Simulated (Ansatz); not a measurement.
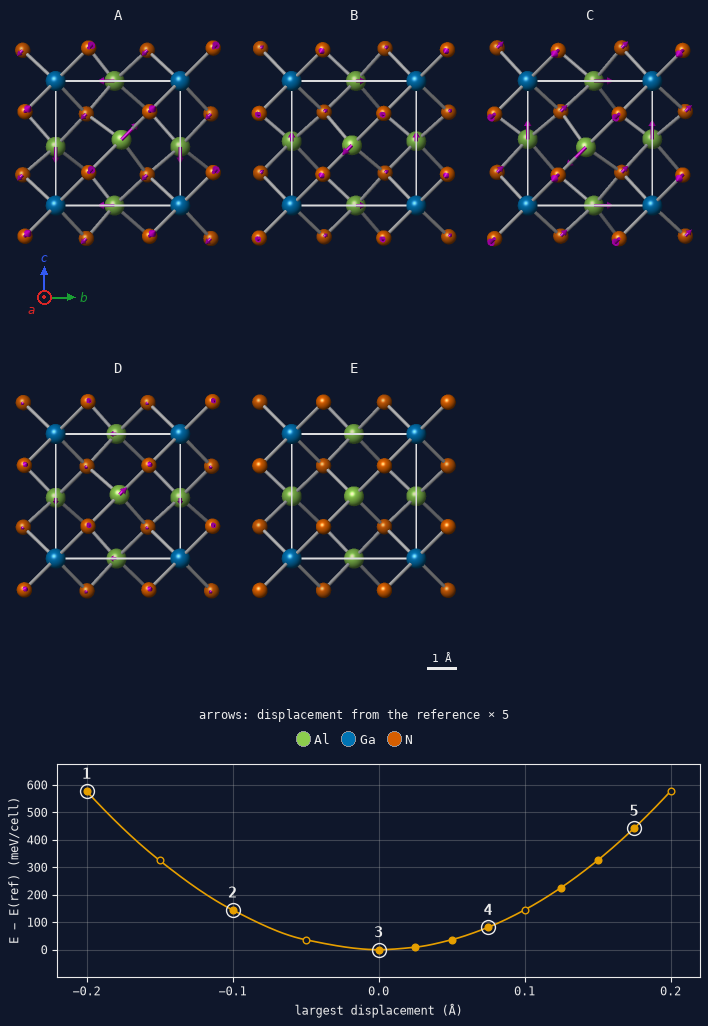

Crystalline Al₃GaN₄ (P-43m): a normal mode at the zone centre (one arbitrary combination within a set of 3 degenerate modes) is frozen in with the cell fixed, the amplitude being the largest displacement of an atom. The frames are shuffled; the numbered points of the plot belong to them. Hollow markers are points alike by symmetry, not computed again. A ball-and-stick model of the cell of the calculation, seen along the a axis. Purple arrows: displacements from the reference.

These are results of Ansatz 0.2.0, DFT r2SCAN, scalar-relativistic, plane waves, PAW, not measurements. Set-up: plane-wave cutoff 500 eV; k-point mesh 6 × 6 × 6; occupations gaussian; smearing width 0.05 eV; no spin polarisation. Energies (free energies at the smearing named) are counted from the relaxed crystal.

Question: Which frame belongs to which numbered point?

Answer: Point 1 is frame C (the amplitude −0.20 Å, 577 meV/cell); 2 is frame B (the amplitude −0.10 Å, 145 meV/cell); 3 is frame E (the amplitude 0.00 Å, 0 meV/cell); 4 is frame D (the amplitude 0.075 Å, 81 meV/cell); 5 is frame A (the amplitude 0.175 Å, 442 meV/cell). The harmonic wavenumber of the mode is 346 cm⁻¹, a stable vibration. Of the computed points the lowest is at the amplitude 0.00 Å, 0 meV/cell. At the ends of the scan the energy is 577 meV/cell (−0.20 Å) and 577 meV/cell (0.20 Å). The well is symmetric. At the highest point the shortest interatomic distance is 1.84 Å, against 1.89 Å in the reference.
